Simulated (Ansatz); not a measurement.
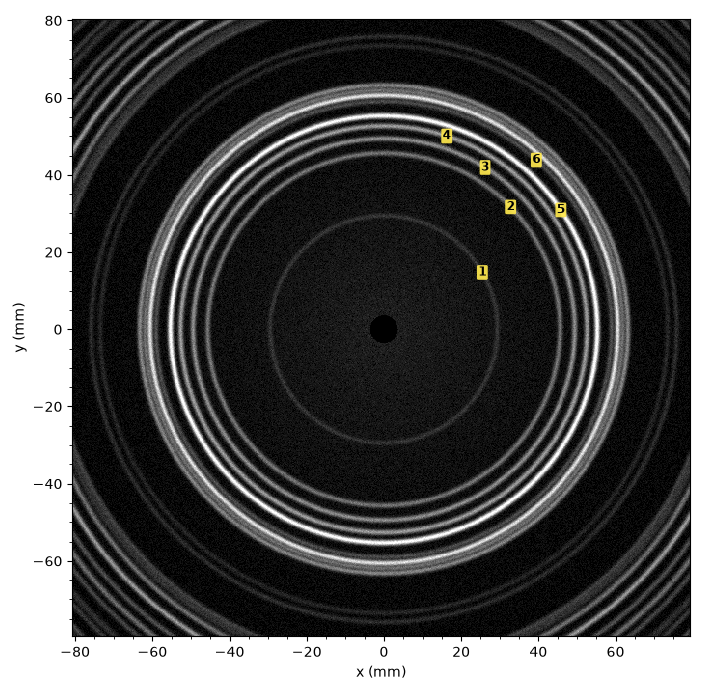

Simulated X-ray powder rings on a flat area detector normal to the beam: λ = 0.1665 Å, sample-to-detector distance 710 mm, axes in mm from the beam centre, for a mixture of two phases. Kinematic intensities with B = 0.5 Å² for all atoms, without absorption; brightness goes as intensity to the power 0.6, clipped at the top, with counting noise. Reflections closer than the ring width show as one ring.

Phase I: Ru (Pm-3n), a = 4.791 Å, b = 4.791 Å, c = 4.791 Å, α = 90.00°, β = 90.00°, γ = 90.00°; coordinates from a relaxation with DFT, PBEsol, plane waves (420 eV) with PAW, scalar-relativistic (Ansatz 0.2.0); the starting structure was generated, so it need not be a known form of this composition.
Phase II: Ru (Cmcm), a = 2.740 Å, b = 8.033 Å, c = 2.716 Å, α = 90.00°, β = 90.00°, γ = 90.00°; the input geometry of an electronic-structure calculation (not necessarily at equilibrium); the starting structure was generated, so it need not be a known form of this composition.
Volume fractions 0.6 and 0.4.

Which rings come from which phase?

Answer.
| ring | radius | d (Å) | phase | hkl |
| --- | --- | --- | --- | --- |
| 1 | 29.5 mm | 4.02 | II | 020 |
| 2 | 45.7 mm | 2.59 | II | 110 |
| 3 | 49.4 mm | 2.40 | I | 200 |
| 4 | 52.7 mm | 2.25 | II | 021 |
| 5 | 55.3 mm | 2.14 | I | 210 |
| 6 | 59.0 mm | 2.01 | II | 040 |
